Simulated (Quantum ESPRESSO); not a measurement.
**Run report: Eu, hp calculation (part 2 of 2)**

The same run, continued: Eu (1 atom in the cell); Kohn-Sham DFT of a periodic cell, LDA, DFT+U, JTH 2.0 LDA, spin-polarised (Quantum ESPRESSO 7.5); cutoff 680.28 eV, 6×6×6 k-mesh, Gaussian smearing of 0.272 eV, collinear spins. The structure derives from an entry of the Crystallography Open Database.

Geometry of the input (Å; fractional positions):
```
-2.3030  2.3030  2.3030
2.3030  -2.3030  2.3030
2.3030  2.3030  -2.3030
Eu 0.0000  0.0000  0.0000
```

Output, continued
```
     total magnetization       =     7.36 Bohr mag/cell
     absolute magnetization    =     7.36 Bohr mag/cell

     iteration # 16     ecut=    50.00 Ry     beta= 0.30
     Davidson diagonalization with overlap
     ethr =  3.15E-10,  avg # of iterations =  2.9

     total energy              =    -627.76150148 Ry
     estimated scf accuracy    <       0.00000005 Ry

     total magnetization       =     7.36 Bohr mag/cell
     absolute magnetization    =     7.36 Bohr mag/cell

     iteration # 17     ecut=    50.00 Ry     beta= 0.30
     Davidson diagonalization with overlap
     ethr =  3.15E-10,  avg # of iterations =  1.0

     total energy              =    -627.76150148 Ry
     estimated scf accuracy    <          2.0E-09 Ry

     total magnetization       =     7.36 Bohr mag/cell
     absolute magnetization    =     7.36 Bohr mag/cell

     iteration # 18     ecut=    50.00 Ry     beta= 0.30
     Davidson diagonalization with overlap
     ethr =  1.21E-11,  avg # of iterations =  3.5

     total energy              =    -627.76150149 Ry
     estimated scf accuracy    <          7.1E-10 Ry

     total magnetization       =     7.36 Bohr mag/cell
     absolute magnetization    =     7.36 Bohr mag/cell

     iteration # 19     ecut=    50.00 Ry     beta= 0.30
     Davidson diagonalization with overlap
     ethr =  4.18E-12,  avg # of iterations =  1.9

     total energy              =    -627.76150149 Ry
     estimated scf accuracy    <          1.2E-09 Ry

     total magnetization       =     7.36 Bohr mag/cell
     absolute magnetization    =     7.36 Bohr mag/cell

     iteration # 20     ecut=    50.00 Ry     beta= 0.30
     Davidson diagonalization with overlap
     ethr =  4.18E-12,  avg # of iterations =  1.0

     total energy              =    -627.76150149 Ry
     estimated scf accuracy    <          1.3E-09 Ry

     total magnetization       =     7.36 Bohr mag/cell
     absolute magnetization    =     7.36 Bohr mag/cell

     iteration # 21     ecut=    50.00 Ry     beta= 0.30
     Davidson diagonalization with overlap
     ethr =  4.18E-12,  avg # of iterations =  1.0

     total energy              =    -627.76150149 Ry
     estimated scf accuracy    <          1.8E-09 Ry

     total magnetization       =     7.36 Bohr mag/cell
     absolute magnetization    =     7.36 Bohr mag/cell

     iteration # 22     ecut=    50.00 Ry     beta= 0.30
     Davidson diagonalization with overlap
     ethr =  4.18E-12,  avg # of iterations =  1.0

     total energy              =    -627.76150149 Ry
     estimated scf accuracy    <          1.2E-09 Ry

     total magnetization       =     7.36 Bohr mag/cell
     absolute magnetization    =     7.36 Bohr mag/cell

     iteration # 23     ecut=    50.00 Ry     beta= 0.30
     Davidson diagonalization with overlap
     ethr =  4.18E-12,  avg # of iterations =  1.2

     Magnetic moment per site  (integrated on atomic sphere of radius R)
     atom   1 (R=0.413)  charge= 15.7699  magn=  7.0709

     End of self-consistent calculation

     =================== HUBBARD OCCUPATIONS ===================
     ------------------------ ATOM    1 ------------------------
     Tr[ns(  1)] (up, down, total) =   6.27009  0.00504  6.27513
     Atomic magnetic moment for atom   1 =   6.26504
     SPIN  1
     eigenvalues:
       0.888  0.888  0.888  0.900  0.900  0.900  0.908
     eigenvectors (columns):
       0.000  0.000 -0.000  0.206 -0.970  0.130  0.000
      -0.237 -0.678 -0.330  0.560  0.088 -0.233 -0.000
       0.753 -0.230 -0.070  0.214  0.121  0.561  0.000
      -0.045 -0.424  0.905  0.000 -0.000  0.000  0.000
       0.000 -0.000  0.000 -0.000 -0.000  0.000 -1.000
      -0.184 -0.525 -0.255 -0.723 -0.113  0.300  0.000
      -0.583  0.178  0.054  0.276  0.156  0.724  0.000
     occupation matrix ns (before diag.):
       0.900  0.000  0.000  0.000 -0.000  0.000  0.000
       0.000  0.892 -0.000  0.000  0.000 -0.006 -0.000
       0.000 -0.000  0.892  0.000 -0.000  0.000  0.006
       0.000  0.000  0.000  0.888 -0.000 -0.000  0.000
      -0.000  0.000 -0.000 -0.000  0.908 -0.000 -0.000
       0.000 -0.006  0.000 -0.000 -0.000  0.895  0.000
       0.000 -0.000  0.006  0.000 -0.000  0.000  0.895
     SPIN  2
     eigenvalues:
       0.000  0.000  0.000  0.001  0.001  0.001  0.001
     eigenvectors (columns):
       0.000  0.000  0.000  0.090 -0.984  0.153  0.000
       0.012 -0.401  0.681  0.541  0.005 -0.286 -0.000
       0.789  0.044  0.012  0.281  0.109  0.533  0.000
       0.056 -0.860 -0.507  0.000 -0.000 -0.000  0.000
       0.000 -0.000  0.000 -0.000 -0.000  0.000 -1.000
       0.009 -0.311  0.528 -0.699 -0.007  0.369  0.000
      -0.611 -0.034 -0.010  0.363  0.140  0.688  0.000
     occupation matrix ns (before diag.):
       0.001 -0.000  0.000  0.000 -0.000  0.000  0.000
      -0.000  0.001 -0.000  0.000  0.000 -0.000 -0.000
       0.000 -0.000  0.001  0.000 -0.000  0.000  0.000
       0.000  0.000  0.000  0.000 -0.000 -0.000  0.000
      -0.000  0.000 -0.000 -0.000  0.001 -0.000 -0.000
       0.000 -0.000  0.000 -0.000 -0.000  0.001  0.000
       0.000 -0.000  0.000  0.000 -0.000  0.000  0.001

     Number of occupied Hubbard levels =    6.2751

 ------ SPIN UP ------------

          k = 0.0000 0.0000 0.0000 (  1961 PWs)   bands (ev):

   -34.1661 -12.8059 -12.8059 -12.8059   3.6457   7.2573   7.2573   7.2573
     7.3940   7.3940   7.3940   7.4322   9.2900   9.2900   9.2900  10.8142
    10.8142  16.7560

          k = 0.1443 0.1443 0.0000 (  1974 PWs)   bands (ev):

   -34.1617 -12.8753 -12.8290 -12.8059   4.1826   7.2556   7.2637   7.2744
     7.3682   7.3692   7.3841   7.4090   8.9657   9.0705   9.8642  10.5192
    10.8568  16.9614

          k = 0.2887 0.2887 0.0000 (  1962 PWs)   bands (ev):

   -34.1529 -13.0099 -12.8746 -12.8058   5.4579   7.2646   7.2660   7.3128
     7.3270   7.3384   7.3817   7.4077   8.4083   8.4182  10.6747  11.0650
    11.3479  14.9353

          k =-0.4330-0.4330 0.0000 (  1966 PWs)   bands (ev):

   -34.1486 -13.0752 -12.8972 -12.8057   6.1761   7.2588   7.2766   7.2939
     7.3638   7.3729   7.3894   7.4087   8.1471   8.3785  10.6331  11.2672
    12.6283  13.5587

          k = 0.2887 0.1443 0.1443 (  1978 PWs)   bands (ev):

   -34.1551 -12.9669 -12.8576 -12.8218   5.1307   7.2499   7.2808   7.3011
     7.3235   7.3592   7.3717   7.3946   8.4957   8.6086  10.3869  10.9380
    11.1373  15.6126

          k = 0.4330 0.2887 0.1443 (  1966 PWs)   bands (ev):

   -34.1486 -13.0416 -12.9110 -12.8273   6.3634   7.2580   7.2806   7.3062
     7.3522   7.3586   7.3765   7.3962   8.0553   8.2547  10.6141  11.2107
    12.5587  13.3745

          k = 0.5774 0.2887 0.2887 (  1965 PWs)   bands (ev):

   -34.1464 -12.9926 -12.9926 -12.8403   7.1017   7.2729   7.2729   7.3083
     7.3629   7.3629   7.3953   7.6028   7.8213   7.8213  11.0574  11.0574
    11.9336  14.1947

          k = 0.2887 0.2887 0.2887 (  1979 PWs)   bands (ev):

   -34.1503 -13.0189 -12.8670 -12.8670   6.3124   7.2843   7.2843   7.3240
     7.3271   7.3641   7.3788   7.3788   8.0153   8.0153  11.1173  11.1173
    12.5343  13.3757

          k = 0.4330 0.4330 0.2887 (  1980 PWs)   bands (ev):

   -34.1478 -13.0066 -12.9284 -12.8717   7.0992   7.2918   7.3042   7.3446
     7.3685   7.3700   7.3776   7.4164   7.8642   7.9392  11.0743  11.3280
    11.6701  13.7694

          k = 0.0000 0.0000 0.2887 (  1974 PWs)   bands (ev):

   -34.1576 -12.8878 -12.8529 -12.8529   4.6932   7.2355   7.2882   7.2882
     7.3466   7.3548   7.3760   7.3760   9.2249   9.2249   9.4735   9.8992
    11.2820  16.3949

          k =-0.0000-0.1443 0.4330 (  1983 PWs)   bands (ev):

   -34.1493 -12.9979 -12.9001 -12.8583   5.9134   7.2184   7.2928   7.3012
     7.3234   7.3246   7.3774   7.3824   8.3062   8.9239   9.8201  11.1597
    11.2044  14.8643

          k =-0.8660-0.2887-0.2887 (  1960 PWs)   bands (ev):

   -34.1451 -13.0568 -12.9234 -12.8556   6.6460   7.2496   7.2616   7.2843
     7.3419   7.3550   7.3830   7.4298   7.9458   8.7228   9.7414  11.6730
    12.5122  13.4102

          k =-0.7217-0.1443-0.2887 (  1965 PWs)   bands (ev):

   -34.1434 -13.0239 -12.9645 -12.8762   6.9527   7.1965   7.2652   7.2812
     7.3273   7.3340   7.3934   7.4505   7.7804   8.6213  10.3467  10.9357
    12.6761  13.4553

          k =-0.0000-0.0000 0.5774 (  1966 PWs)   bands (ev):

   -34.1419 -12.9843 -12.9503 -12.9503   6.7686   7.1432   7.2740   7.2815
     7.3064   7.3064   7.3913   7.3913   7.8425   9.9392   9.9392  10.6048
    11.2906  15.5821

          k =-0.8660-0.1443-0.1443 (  1948 PWs)   bands (ev):

   -34.1383 -13.0195 -12.9752 -12.9531   7.0471   7.1164   7.2617   7.2682
     7.3027   7.3155   7.4039   7.4685   7.4991   9.8851  10.1728  12.0459
    12.2909  13.0874

          k =-0.8660-0.8660-0.8660 (  1926 PWs)   bands (ev):

   -34.1348 -13.0007 -13.0007 -13.0007   6.9229   6.9229   7.2518   7.2949
     7.2949   7.2949   7.4148   7.4148   7.4148  12.0825  12.0825  12.1842
    12.1851  12.1851

 ------ SPIN DOWN ----------

          k = 0.0000 0.0000 0.0000 (  1961 PWs)   bands (ev):

   -31.2440 -10.5252 -10.5252 -10.5252   4.3646  10.2989  10.2989  10.2989
    11.5038  11.5038  11.5038  11.9241  11.9241  11.9269  11.9269  11.9269
    12.0154  17.7360

          k = 0.1443 0.1443 0.0000 (  1974 PWs)   bands (ev):

   -31.2383 -10.6139 -10.5539 -10.5253   4.9190   9.8764   9.8907  10.7610
    11.3097  11.3702  11.6678  11.8708  11.9003  11.9420  12.0276  12.0848
    12.1832  17.9698

          k = 0.2887 0.2887 0.0000 (  1962 PWs)   bands (ev):

   -31.2270 -10.7845 -10.6106 -10.5257   6.2197   9.1041   9.2847  11.3663
    11.5308  11.5808  11.8150  11.8819  11.8975  11.9565  12.0047  12.3957
    12.7840  16.1039

          k =-0.4330-0.4330 0.0000 (  1966 PWs)   bands (ev):

   -31.2213 -10.8666 -10.6385 -10.5258   6.9443   9.0484   9.0609  11.4465
    11.6792  11.7315  11.7385  11.8563  11.9034  11.9606  11.9630  12.4685
    13.9656  14.8058

          k = 0.2887 0.1443 0.1443 (  1978 PWs)   bands (ev):

   -31.2298 -10.7299 -10.5902 -10.5455   5.8911   9.2258   9.4290  11.1001
    11.4046  11.6836  11.7334  11.8576  11.9184  11.9353  12.0901  12.3666
    12.4880  16.6830

          k = 0.4330 0.2887 0.1443 (  1966 PWs)   bands (ev):

   -31.2213 -10.8240 -10.6571 -10.5527   7.1565   8.7868   9.0623  11.2646
    11.5954  11.7109  11.8316  11.8568  11.9089  11.9367  12.1200  12.4644
    13.8611  14.5951

          k = 0.5774 0.2887 0.2887 (  1965 PWs)   bands (ev):

   -31.2184 -10.7615 -10.7615 -10.5686   8.1508   8.5849   8.5849  11.4471
    11.5495  11.5495  11.8713  11.8713  11.8992  11.9056  12.4040  12.4040
    13.2717  15.4630

          k = 0.2887 0.2887 0.2887 (  1979 PWs)   bands (ev):

   -31.2235 -10.7952 -10.6031 -10.6031   7.1133   8.7963   8.7963  11.6384
    11.6843  11.6843  11.7163  11.8197  11.9085  11.9085  12.3836  12.3836
    13.7677  14.5827

          k = 0.4330 0.4330 0.2887 (  1980 PWs)   bands (ev):

   -31.2203 -10.7801 -10.6805 -10.6095   8.0183   8.6819   8.7269  11.3214
    11.7081  11.7559  11.7845  11.8410  11.8553  11.8923  12.3836  12.5429
    13.0473  15.0633

          k = 0.0000 0.0000 0.2887 (  1974 PWs)   bands (ev):

   -31.2330 -10.6311 -10.5837 -10.5837   5.4444  10.0483  10.0483  10.0734
    10.7320  11.7628  11.7628  11.7767  11.9724  11.9724  11.9810  12.1234
    12.4734  17.3139

          k =-0.0000-0.1443 0.4330 (  1983 PWs)   bands (ev):

   -31.2223 -10.7689 -10.6425 -10.5915   6.6915   8.9345   9.7299  10.4918
    11.4476  11.5735  11.8498  11.8526  11.9596  11.9952  12.0432  12.4589
    12.6897  15.9763

          k =-0.8660-0.2887-0.2887 (  1960 PWs)   bands (ev):

   -31.2169 -10.8423 -10.6715 -10.5883   7.4641   8.6353   9.5409  10.3365
    11.6488  11.6569  11.8755  11.8914  11.9453  11.9913  12.0376  12.8804
    13.8367  14.6446

          k =-0.7217-0.1443-0.2887 (  1965 PWs)   bands (ev):

   -31.2147 -10.8003 -10.7242 -10.6131   7.8256   8.3990   9.3045  10.9576
    11.3049  11.6348  11.8889  11.8944  11.9411  11.9953  12.2019  12.4385
    13.9559  14.6346

          k =-0.0000-0.0000 0.5774 (  1966 PWs)   bands (ev):

   -31.2128 -10.7512 -10.7054 -10.7054   7.5631   8.3544  10.5898  10.5898
    10.9694  11.4480  11.8976  11.8976  11.9604  12.1388  12.1388  12.3593
    12.7447  16.7569

          k =-0.8660-0.1443-0.1443 (  1948 PWs)   bands (ev):

   -31.2081 -10.7932 -10.7364 -10.7095   7.9329   7.9836  10.3815  10.7694
    11.4862  11.6178  11.9207  11.9276  11.9453  12.1874  12.1886  13.2787
    13.5850  14.3021

          k =-0.8660-0.8660-0.8660 (  1926 PWs)   bands (ev):

   -31.2037 -10.7683 -10.7683 -10.7683   7.7131   7.7131  11.3989  11.3989
    11.3989  11.6276  11.9477  11.9477  11.9477  13.3535  13.3535  13.3535
    13.4605  13.4605

     the Fermi energy is     7.8039 ev

!    total energy              =    -627.76150149 Ry
     total all-electron energy =      -627.761501 Ry
     estimated scf accuracy    <          2.0E-11 Ry
     smearing contrib. (-TS)   =      -0.00682036 Ry
     internal energy E=F+TS    =    -627.75468112 Ry

     The total energy is F=E-TS. E is the sum of the following terms:
     one-electron contribution =    -108.11300432 Ry
     hartree contribution      =      57.30798948 Ry
     xc contribution           =     -19.95456946 Ry
     ewald contribution        =    -120.83283294 Ry
     Hubbard energy            =       0.00000242 Ry
     one-center paw contrib.   =    -436.16226631 Ry

     total magnetization       =     7.36 Bohr mag/cell
     absolute magnetization    =     7.36 Bohr mag/cell

     convergence has been achieved in  23 iterations

     Forces acting on atoms (cartesian axes, Ry/au):

     atom    1 type  1   force =     0.00000000    0.00000000    0.00000000

     Total force =     0.000000     Total SCF correction =     0.000000

     Computing stress (Cartesian axis) and pressure

          total   stress  (Ry/bohr**3)                   (kbar)     P=      -42.50
  -0.00028891  -0.00000000  -0.00000000          -42.50       -0.00       -0.00
  -0.00000000  -0.00028891  -0.00000000           -0.00      -42.50       -0.00
  -0.00000000  -0.00000000  -0.00028891           -0.00       -0.00      -42.50

=------------------------------------------------------------------------------=
   JOB DONE.
=------------------------------------------------------------------------------=
```

File Hubbard_parameters.dat
```
  =-------------------------------------------------------------------------------=

                                 Hubbard U parameters:

       site n.  type  label  spin  new_type  new_label  manifold  Hubbard U (eV)
         1        1   Eu       1      1         Eu         4f       3.0240

  =-------------------------------------------------------------------------------=
```

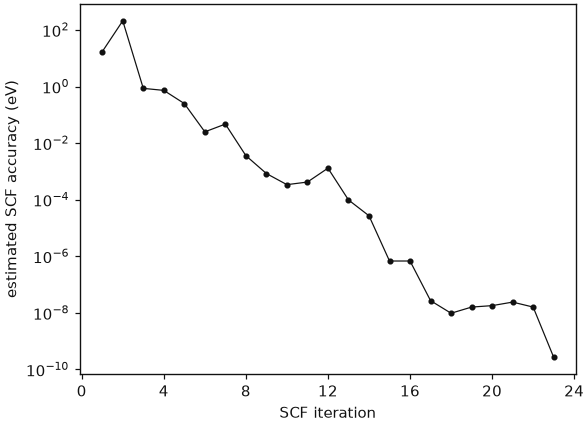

Fig. 1: Convergence of the self-consistent field: estimated SCF accuracy against the iteration. The field takes 23 iterations in all.

Results in brief

```json
{"quantity": "outcome", "value": "converged"}
{"quantity": "space group (tolerance 0.01 Å)", "value": "Im-3m (229)"}
{"quantity": "electrons treated", "value": "17"}
{"quantity": "free energy", "value": "−8541.1303 eV"}
{"quantity": "Fermi energy", "value": "7.804 eV"}
{"quantity": "gap on the k-point mesh", "value": "none (metallic)"}
{"quantity": "net moment of the cell", "value": "7.36 μB"}
{"quantity": "integrated absolute moment", "value": "7.36 μB"}
{"quantity": "pressure", "value": "−4.26 GPa"}
{"quantity": "largest force (length of the vector)", "value": "under 0.001 eV/Å"}
{"quantity": "wall time", "value": "3.4 min"}
{"quantity": "peak memory", "value": "0.33 GiB"}
```

Points of doubt noted for this run: coarse mesh. DFT+U on an f shell has many self-consistent states, and spin–orbit coupling is left out here.
